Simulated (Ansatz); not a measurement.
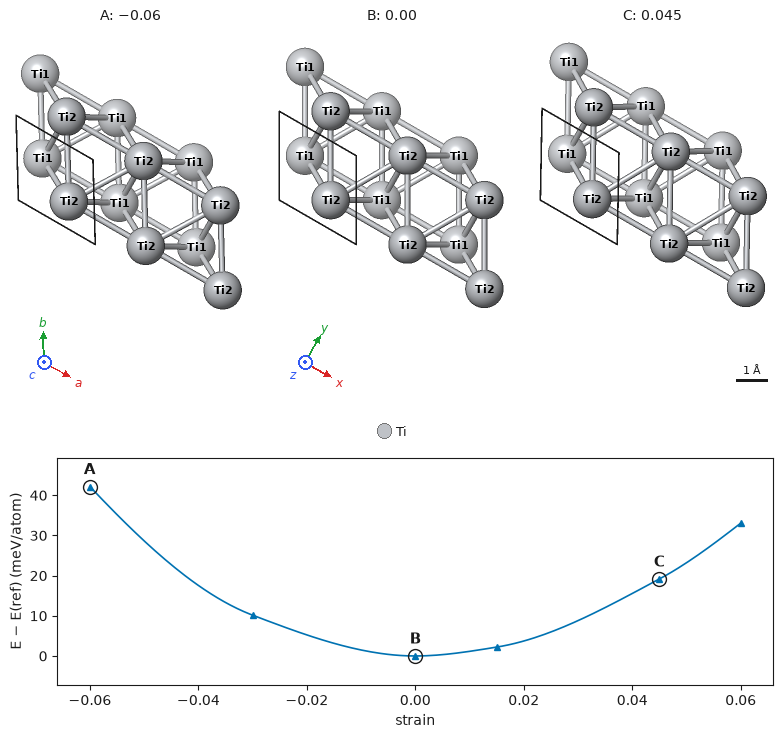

Crystalline Ti (P6_3/mmc): the cell is strained along y alone, with the atoms kept at their fractional coordinates. x, y and z are the Cartesian axes of the input. The lettered frames are marked on the plot. Style: ball-and-stick. Shown: the cell of the calculation, repeated 3 × 2 × 1 with one cell outlined, along the c axis.

Level of theory: DFT PBE, scalar-relativistic, plane waves, PAW (Ansatz). (plane-wave cutoff 420 eV; k-point mesh 24 × 24 × 14; occupations gaussian; smearing width 0.15 eV; no spin polarisation). Energies (free energies at the smearing named) are counted from the relaxed crystal.

Read off the main features of the energy profile.

Of the computed points the lowest is at the strain 0.00, 0.0 meV/atom. At the ends of the scan the energy is 42.2 meV/atom (−0.06) and 33.1 meV/atom (0.06). The distortion takes the space group from P6_3/mmc to Cmcm. At the strain −0.06 the cell of the drawing goes b 2.938 → 2.807 Å, γ 120.0° → 121.6°.

The computed points:

```
strain  E − E(ref) (meV/atom)
−0.060                   42.2
−0.030                   10.2
 0.000                    0.0
 0.015                    2.2
 0.045                   19.2
 0.060                   33.1
```
